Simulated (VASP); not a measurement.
**Geometry relaxation of TaN (part 3 of 3)**

TaN (4 atoms in the cell); Kohn-Sham DFT of a periodic cell, vdW-DF, VASP PAW PBE potentials, recommended, no spin polarisation (VASP 6.6.1); cutoff 600 eV, 10×10×5 k-mesh, fermi-dirac of 0.05 eV. The structure derives from a Materials Project entry.

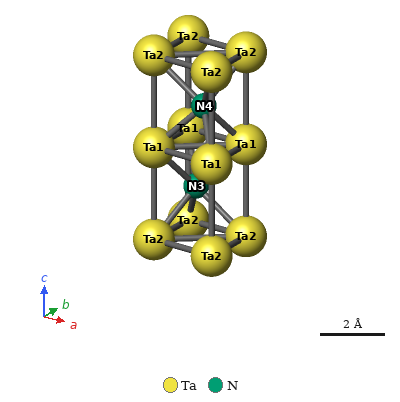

Figure 1. The geometry at step 3 of the log (ball-and-stick view of the cell of the calculation, seen slightly off an axis; atoms are numbered from 1 in the order of the input).

### Parts of OUTCAR, continued
```
  FORCE on cell =-STRESS in cart. coord.  units (eV):
  Direction    XX          YY          ZZ          XY          YZ          ZX
  --------------------------------------------------------------------------------------
  -------------------------------------------------------------------------------------
  Total        0.0931880      0.0931880     -0.0316452     -0.0000000     -0.0000000      0.0000000
  in kB        3.3226653      3.3226653     -1.1283264     -0.0000000     -0.0000000      0.0000000
  external PRESSURE =       1.8390014 kB  Pullay stress =       0.0000000 kB

 VOLUME and BASIS-vectors are now :
 -----------------------------------------------------------------------------
  energy-cutoff  :      600.00
  volume of cell :       44.93
      direct lattice vectors                 reciprocal lattice vectors
     2.946412124 -0.000000000  0.000000000     0.339395834  0.195950276  0.000000000
    -1.473206062  2.551667750  0.000000000     0.000000000  0.391900552  0.000000000
     0.000000000 -0.000000000  5.976764406    -0.000000000 -0.000000000  0.167314609

 POSITION                                       TOTAL-FORCE (eV/Angst)
 -----------------------------------------------------------------------------------
      0.00000     -0.00000      2.98838         0.000000      0.000000      0.000000
      0.00000      0.00000      0.00000        -0.000000     -0.000000      0.000000
     -0.00000      1.70111      1.49419         0.000000     -0.000000     -0.000000
      1.47321      0.85056      4.48257        -0.000000      0.000000      0.000000
 -----------------------------------------------------------------------------------
    total drift:                               -0.000000      0.000000      0.000000

  FREE ENERGIE OF THE ION-ELECTRON SYSTEM (eV)
  ---------------------------------------------------
  free  energy   TOTEN  =       -33.0278703587 eV

  energy  without entropy=      -33.0173173700  energy(sigma->0) =      -33.02259386

Total vdW correction in eV:      3.8962089

--------------------------------------- Ionic step        6  -------------------------------------------

 number of electron      32.0000005 magnetization

------------------------ aborting loop because EDIFF is reached ----------------------------------------

  FORCE on cell =-STRESS in cart. coord.  units (eV):
  Direction    XX          YY          ZZ          XY          YZ          ZX
  --------------------------------------------------------------------------------------
  -------------------------------------------------------------------------------------
  Total        0.0151043      0.0151043      0.1044060     -0.0000000      0.0000000      0.0000000
  in kB        0.5384132      0.5384132      3.7216985     -0.0000000      0.0000000      0.0000000
  external PRESSURE =       1.5995083 kB  Pullay stress =       0.0000000 kB

 VOLUME and BASIS-vectors are now :
 -----------------------------------------------------------------------------
  energy-cutoff  :      600.00
  volume of cell :       44.95
      direct lattice vectors                 reciprocal lattice vectors
     2.948023179 -0.000000000  0.000000000     0.339210359  0.195843192  0.000000000
    -1.474011590  2.553062964  0.000000000     0.000000000  0.391686384  0.000000000
     0.000000000 -0.000000000  5.971762986    -0.000000000 -0.000000000  0.167454737

 POSITION                                       TOTAL-FORCE (eV/Angst)
 -----------------------------------------------------------------------------------
      0.00000     -0.00000      2.98588         0.000000      0.000000     -0.000000
      0.00000      0.00000      0.00000         0.000000     -0.000000     -0.000000
     -0.00000      1.70204      1.49294        -0.000000      0.000000     -0.000000
      1.47401      0.85102      4.47882         0.000000     -0.000000      0.000000
 -----------------------------------------------------------------------------------
    total drift:                               -0.000000      0.000000      0.000000

  FREE ENERGIE OF THE ION-ELECTRON SYSTEM (eV)
  ---------------------------------------------------
  free  energy   TOTEN  =       -33.0278999095 eV

  energy  without entropy=      -33.0173525673  energy(sigma->0) =      -33.02262624

Total vdW correction in eV:      3.8970808

--------------------------------------- Ionic step        7  -------------------------------------------

 number of electron      32.0000005 magnetization

 Free energy of the ion-electron system (eV)
  ---------------------------------------------------
  ext. energy  EPLUGINS =         0.00000000
  ---------------------------------------------------
  free energy    TOTEN  =       -33.02791250 eV

  energy without entropy =      -33.01736331  energy(sigma->0) =      -33.02263791

 E-fermi :   7.9016     XC(G=0): -12.9195     alpha+bet :-14.5262

 val. band max:        7.8787143987   @ k =   0.1000   0.1000   0.4000
 cond. band min:       7.9035537330   @ k =   0.1000   0.0000   0.2000
 fundamental gap:      0.0248393343
 Fermi energy:         7.9016113200

 k-point     1 :       0.0000    0.0000    0.0000
  band No.  band energies     occupation
      1     -27.8280      2.00000
      2     -27.1765      2.00000
      3     -26.9440      2.00000
      4     -26.9440      2.00000
      5     -26.8912      2.00000
      6     -26.8912      2.00000
      7      -9.4010      2.00000
      8      -7.2361      2.00000
      9      -1.0714      2.00000
     10       3.2489      2.00000
     11       3.2489      2.00000
     12       3.7886      2.00000
     13       4.4836      2.00000
     14       5.9375      2.00000
     15       5.9375      2.00000
     16       7.6860      1.97357
     17       7.6860      1.97357
     18       8.4398      0.00004
     19       8.4398      0.00004
     20      10.0709      0.00000

 k-point     2 :       0.1000    0.0000    0.0000
  band No.  band energies     occupation
      1     -27.8067      2.00000
      2     -27.1637      2.00000
      3     -27.0414      2.00000
      4     -26.9812      2.00000
      5     -26.9651      2.00000
      6     -26.9112      2.00000
      7      -9.2003      2.00000
      8      -7.2939      2.00000
      9      -0.7368      2.00000
     10       3.1117      2.00000
     11       3.3097      2.00000
     12       3.9390      2.00000
     13       4.0089      2.00000
     14       4.9965      2.00000
     15       5.5819      2.00000
     16       7.8409      1.54237
     17       8.0271      0.15047
     18       8.4172      0.00007
     19       8.9232      0.00000
     20      10.1649      0.00000

 k-point     3 :       0.2000    0.0000    0.0000
  band No.  band energies     occupation
      1     -27.7504      2.00000
      2     -27.2893      2.00000
      3     -27.2115      2.00000
      4     -27.1300      2.00000
      5     -27.0201      2.00000
      6     -26.9630      2.00000
      7      -8.6686      2.00000
      8      -7.4275      2.00000
      9       0.1202      2.00000
     10       2.7832      2.00000
     11       2.9939      2.00000
     12       3.0640      2.00000
     13       3.3376      2.00000
     14       4.7513      2.00000
     15       5.1149      2.00000
     16       7.6273      1.99175
     17       8.4269      0.00005
     18       9.0088      0.00000
     19       9.8798      0.00000
     20      10.4898      0.00000

 k-point     4 :       0.3000    0.0000    0.0000
  band No.  band energies     occupation
      1     -27.6814      2.00000
      2     -27.5811      2.00000
      3     -27.4854      2.00000
      4     -27.0883      2.00000
      5     -27.0872      2.00000
      6     -27.0265      2.00000
      7      -8.1016      2.00000
      8      -7.4271      2.00000
      9       0.8444      2.00000
     10       1.2516      2.00000
     11       2.6193      2.00000
     12       2.6245      2.00000
     13       3.1109      2.00000
     14       5.0017      2.00000
     15       5.0234      2.00000
     16       6.9513      2.00000
     17       9.1924      0.00000
     18      10.4405      0.00000
     19      10.9526      0.00000
     20      11.0420      0.00000

 k-point     5 :       0.4000    0.0000    0.0000
  band No.  band energies     occupation
      1     -27.8119      2.00000
      2     -27.6994      2.00000
      3     -27.6203      2.00000
      4     -27.1409      2.00000
      5     -27.0771      2.00000
      6     -27.0543      2.00000
      7      -8.0253      2.00000
      8      -6.9300      2.00000
      9      -0.0924      2.00000
     10       0.7205      2.00000
     11       2.6055      2.00000
     12       2.8253      2.00000
     13       3.3353      2.00000
     14       4.6600      2.00000
     15       5.1065      2.00000
     16       6.2365      2.00000
     17      10.7048      0.00000
     18      10.9202      0.00000
     19      11.8263      0.00000
     20      11.9608      0.00000

 [... the levels of 18 k-points are left out ...]

 k-point    24 :       0.4000    0.1000    0.2000
  band No.  band energies     occupation
      1     -27.8371      2.00000
      2     -27.7452      2.00000
      3     -27.5476      2.00000
      4     -27.2090      2.00000
      5     -27.1532      2.00000
      6     -27.0967      2.00000
      7      -7.8444      2.00000
      8      -6.9012      2.00000
      9      -0.1308      2.00000
     10       1.0230      2.00000
     11       1.9103      2.00000
     12       3.0478      2.00000
     13       3.3622      2.00000
     14       3.7539      2.00000
     15       5.8086      2.00000
     16       6.2967      2.00000
     17      10.4574      0.00000
     18      11.0629      0.00000
     19      11.6035      0.00000
     20      12.3820      0.00000

 [... further k-points ...]

------------------------ aborting loop because EDIFF is reached ----------------------------------------

  FORCE on cell =-STRESS in cart. coord.  units (eV):
  Direction    XX          YY          ZZ          XY          YZ          ZX
  --------------------------------------------------------------------------------------
  -------------------------------------------------------------------------------------
  Total        0.0455204      0.0455204      0.0595876     -0.0000000      0.0000000     -0.0000000
  in kB        1.6227845      1.6227845      2.1242772     -0.0000000      0.0000000     -0.0000000
  external PRESSURE =       1.7899487 kB  Pullay stress =       0.0000000 kB

 VOLUME and BASIS-vectors are now :
 -----------------------------------------------------------------------------
  energy-cutoff  :      600.00
  volume of cell :       44.94
      direct lattice vectors                 reciprocal lattice vectors
     2.947450280 -0.000000000  0.000000000     0.339276291  0.195881258  0.000000000
    -1.473725140  2.552566819  0.000000000     0.000000000  0.391762516  0.000000000
     0.000000000 -0.000000000  5.973541517    -0.000000000 -0.000000000  0.167404880

 POSITION                                       TOTAL-FORCE (eV/Angst)
 -----------------------------------------------------------------------------------
      0.00000     -0.00000      2.98677         0.000000     -0.000000     -0.000000
      0.00000      0.00000      0.00000         0.000000     -0.000000     -0.000000
     -0.00000      1.70171      1.49339        -0.000000     -0.000000     -0.000000
      1.47373      0.85086      4.48016         0.000000      0.000000      0.000000
 -----------------------------------------------------------------------------------
    total drift:                               -0.000000      0.000000      0.000000

  FREE ENERGIE OF THE ION-ELECTRON SYSTEM (eV)
  ---------------------------------------------------
  free  energy   TOTEN  =       -33.0279125018 eV

  energy  without entropy=      -33.0173633141  energy(sigma->0) =      -33.02263791

Total vdW correction in eV:      3.8968089

 reached required accuracy - stopping structural energy minimisation
```

### CONTCAR
```
TaN
   1.00000000000000
     2.9474502795955200   -0.0000000000005082    0.0000000000000000
    -1.4737251398486393    2.5525668185480281    0.0000000000000000
     0.0000000000000000   -0.0000000000000000    5.9735415173152493
  Ta              N
     2     2
Direct
     0.0000000000000000    0.0000000000000000    0.5000000000000000
     0.0000000000000000    0.0000000000000000    0.0000000000000000
     0.3333333332999970    0.6666666667000030    0.2500000000000000
     0.6666666667000030    0.3333333332999970    0.7500000000000000

  0.00000000E+00  0.00000000E+00  0.00000000E+00
  0.00000000E+00  0.00000000E+00  0.00000000E+00
  0.00000000E+00  0.00000000E+00  0.00000000E+00
  0.00000000E+00  0.00000000E+00  0.00000000E+00
```

### Trajectory as extended XYZ (Å, eV, eV/Å), 7 frames, from step=0 to step=6
```
4
Lattice="2.9218 0.0000 0.0000 -1.4609 2.5303 0.0000 0.0000 0.0000 5.9165" Properties=species:S:1:pos:R:3:forces:R:3 step=0 energy=-32.99424
Ta    0.0000    0.0000    2.9583    0.0000   0.0000   0.0000
Ta    0.0000    0.0000    0.0000    0.0000   0.0000   0.0000
N     0.0000    1.6869    1.4791    0.0000   0.0000   0.0000
N     1.4609    0.8434    4.4374    0.0000   0.0000   0.0000
4
Lattice="3.0026 -0.0000 0.0000 -1.5013 2.6003 0.0000 0.0000 -0.0000 6.1141" Properties=species:S:1:pos:R:3:forces:R:3 step=1 energy=-32.87969
Ta    0.0000    0.0000    3.0570    0.0000   0.0000   0.0000
Ta    0.0000    0.0000    6.1141    0.0000   0.0000   0.0000
N     0.0000    1.7335    1.5285    0.0000   0.0000   0.0000
N     1.5013    0.8668    4.5855    0.0000   0.0000   0.0000
4
Lattice="2.9474 -0.0000 0.0000 -1.4737 2.5526 0.0000 0.0000 -0.0000 5.9793" Properties=species:S:1:pos:R:3:forces:R:3 step=2 energy=-33.02787
Ta    0.0000    0.0000    2.9896    0.0000   0.0000   0.0000
Ta    0.0000    0.0000    0.0000    0.0000   0.0000   0.0000
N     0.0000    1.7017    1.4948    0.0000   0.0000   0.0000
N     1.4737    0.8509    4.4845    0.0000   0.0000   0.0000
4
Lattice="2.9469 -0.0000 0.0000 -1.4735 2.5521 0.0000 0.0000 -0.0000 5.9780" Properties=species:S:1:pos:R:3:forces:R:3 step=3 energy=-33.02789
Ta    0.0000    0.0000    2.9890    0.0000   0.0000   0.0000
Ta    0.0000    0.0000    0.0000    0.0000   0.0000   0.0000
N     0.0000    1.7014    1.4945    0.0000   0.0000   0.0000
N     1.4735    0.8507    4.4835    0.0000   0.0000   0.0000
4
Lattice="2.9464 -0.0000 0.0000 -1.4732 2.5517 0.0000 0.0000 -0.0000 5.9768" Properties=species:S:1:pos:R:3:forces:R:3 step=4 energy=-33.02787
Ta    0.0000    0.0000    2.9884    0.0000   0.0000   0.0000
Ta    0.0000    0.0000    0.0000    0.0000   0.0000   0.0000
N     0.0000    1.7011    1.4942    0.0000   0.0000   0.0000
N     1.4732    0.8506    4.4826    0.0000   0.0000   0.0000
4
Lattice="2.9480 -0.0000 0.0000 -1.4740 2.5531 0.0000 0.0000 -0.0000 5.9718" Properties=species:S:1:pos:R:3:forces:R:3 step=5 energy=-33.02790
Ta    0.0000    0.0000    2.9859    0.0000   0.0000   0.0000
Ta    0.0000    0.0000    0.0000    0.0000   0.0000   0.0000
N     0.0000    1.7020    1.4929    0.0000   0.0000   0.0000
N     1.4740    0.8510    4.4788    0.0000   0.0000   0.0000
4
Lattice="2.9475 -0.0000 0.0000 -1.4737 2.5526 0.0000 0.0000 -0.0000 5.9735" Properties=species:S:1:pos:R:3:forces:R:3 step=6 energy=-33.02791
Ta    0.0000    0.0000    2.9868    0.0000   0.0000   0.0000
Ta    0.0000    0.0000    0.0000    0.0000   0.0000   0.0000
N     0.0000    1.7017    1.4934    0.0000   0.0000   0.0000
N     1.4737    0.8509    4.4802    0.0000   0.0000   0.0000
```

This output came from the following input.

### INCAR
```
PREC = Accurate ; ENCUT = 600
EDIFF = 1E-6 ; ISMEAR = -1
SIGMA = 0.05 ; LREAL = False
LASPH = True ; NELM = 100
ALGO = Fast ; ISIF = 3
LWAVE = False ; LCHARG = False
GGA = RE ; LUSE_VDW = True
AGGAC = 0.0 ; IBRION = 2
NSW = 60 ; EDIFFG = -0.02
```

### KPOINTS
```
Automatic mesh
0
Gamma
  10 10 5
```

### POSCAR
```
TaN
1.0
    2.9217699809      0.0000000000      0.0000000000
   -1.4608849905      2.5303270275      0.0000000000
    0.0000000000      0.0000000000      5.9165150000
Ta N
2 2
Direct
    0.0000000000      0.0000000000      0.5000000000
    0.0000000000      0.0000000000      0.0000000000
    0.3333333333      0.6666666667      0.2500000000
    0.6666666667      0.3333333333      0.7500000000
```

Run as:
```bash
cat potpaw_PBE.64/Ta_pv/POTCAR potpaw_PBE.64/N/POTCAR > POTCAR
mpirun -np 1 vasp_std > vasp.out
```

### Results in brief

```json
{"quantity": "outcome", "value": "converged"}
{"quantity": "space group (tolerance 0.01 Å)", "value": "P6₃/mmc (194)"}
{"quantity": "electrons treated", "value": "32"}
{"quantity": "free energy", "value": "−33.0279 eV"}
{"quantity": "Fermi energy", "value": "7.902 eV"}
{"quantity": "gap on the k-point mesh", "value": "none (metallic)"}
{"quantity": "pressure", "value": "0.18 GPa"}
{"quantity": "final volume", "value": "44.94 Å³"}
{"quantity": "largest force (length of the vector) at the end", "value": "under 0.001 eV/Å"}
{"quantity": "final cell", "value": "a = 2.947 Å, b = 2.947 Å, c = 5.974 Å, α = 90.00°, β = 90.00°, γ = 120.00°"}
{"quantity": "hardware", "value": "1 thread of Intel Xeon @ 2.50GHz (Skylake/Cascade Lake), 128 GiB of memory available, shared host"}
{"quantity": "wall time", "value": "8.1 min"}
{"quantity": "peak memory", "value": "0.38 GiB"}
```

### Remarks

Spin–orbit coupling is left out, which matters for Ta.
